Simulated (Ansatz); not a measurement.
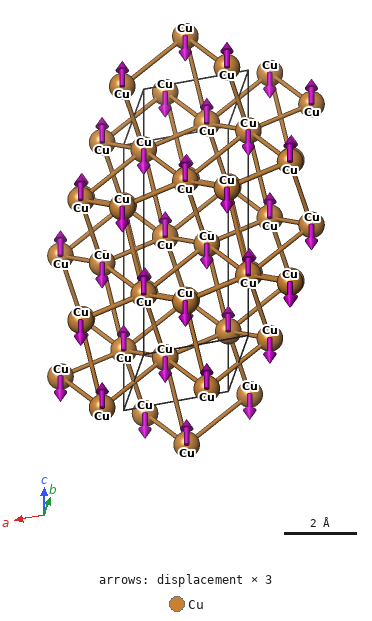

This is a relaxation of solid Cu (built on the grey arsenic (A7)_166 type) (coarse preliminary run). The starting structure is drawn; purple arrows show the displacements (the part carried along by the change of the cell is left out), magnified 3 times.

A ball-and-stick model of the conventional cell (3 times the calculation's cell), seen from a free direction. Lengths and directions refer to the drawn axes.

Case: grey arsenic (A7) type (R-3m, No. 166).

All numbers below come from DFT PBE, scalar-relativistic, plane waves, PAW in Ansatz 0.2.0.

Input file:
```yaml
crystal:
  lattice:
    - [1.5501307534, 0.8949684078, 2.8745316323]
    - [-1.5501307534, 0.8949684078, 2.8745316323]
    - [0.0, -1.7899368155, 2.8745316323]
  atoms:
    - { symbol: Cu, position: [0.22754, 0.22754, 0.22754] }
    - { symbol: Cu, position: [0.77246, 0.77246, 0.77246] }
basis:
  ecutwfc: 420
kpoints:
  mp_grid: { grid: [6, 6, 6] }
hamiltonian:
  xc: pbe
scf:
  occupations: { method: gaussian, width: 0.1 }
  lower_state_search: "off"
output:
  forces: true
  stress: true
  eigenvalues: true
relax:
  adjacent_minimum: "off"
  f_tol: 0.04
  max_steps: 70
  cell: { stress_tol: 0.4 }
```

### What did the optimiser do to the structure, and how much energy did it gain?

After 13 accepted moves (17 points after the start) the energy has fallen by 992 meV per atom. Largest force component: 4.7 eV/Å at the start, 0.00043 eV/Å at the end. Pressure: 37.97 GPa at the start and 0.02 GPa at the end. The line search rejected the trial step at point 7 of the run. The SCF was repeated 3 times at an unchanged geometry on a basis and grid sized afresh for the cell, which shifted the energy by 80.5 meV per atom at most. The largest moves relative to the cell, 0.28 Å, are those of Cu1 and Cu2. Cu1 goes along +c. Cell: a = b 3.100 → 2.591 Å (−16.4 %), c 8.624 → 12.369 Å (+43.4 %). Volume +0.2 %. Among the contacts that change: Cu1–Cu1 3.100 → 2.591 Å, Cu1–Cu2 2.075 → 2.547 Å, Cu1–Cu2 (another image) 2.556 → 2.547 Å. Bond angles that change, for instance: Cu2–Cu1–Cu2 96.7° → 61.1°, Cu2–Cu1–Cu2 93.4° → 118.9°, Cu2–Cu1–Cu2 164.8° → 180.0°. The space group stays R-3m (No. 166).
